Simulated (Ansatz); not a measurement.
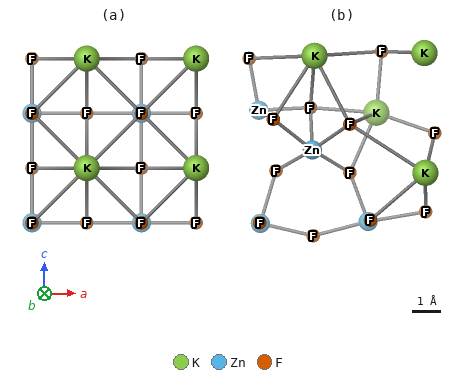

Left: perfect KZnF$_{3}$. Right: the same region with a pair of point defects, after relaxing the atoms in a supercell of 40 sites. A ball-and-stick model of the atoms within 5.1 Å of one point, in a slice 5.0 Å thick across the line of sight, seen along the b axis.

Method: Ansatz, DFT, PBEsol, PAW, plane waves. Settings: plane-wave cutoff 420 eV; k-point mesh 1 × 1 × 1; mesh shifted by (0.25, 0.25, 0.25); no spin polarisation. Fermi-Dirac smearing of 0.01 eV. The axes drawn are those of the host's conventional cell.

What kind of defect was made?

Answer. A zinc atom is replaced by potassium and a potassium atom is replaced by zinc, the two sites 3.5 Å apart.

The charge state of the cell is 0.

How does the lattice respond?

Answer. In the host the Zn atom has 6 F at 2.03 Å; the K atom ends with 6 F at 2.28 to 2.46 Å. In the host the K atom has 12 F at 2.87 Å; the Zn atom ends with 5 F at 1.93 to 2.14 Å. Of the host's atoms, a fluorine atom moves furthest from its site, by 0.87 Å. The K atom itself moves 0.26 Å from where it was put. The Zn atom itself moves 1.03 Å from where it was put.

Limits of the set-up: the periodic images lie only 8.1 Å apart, so the values are limited by the cell's size.
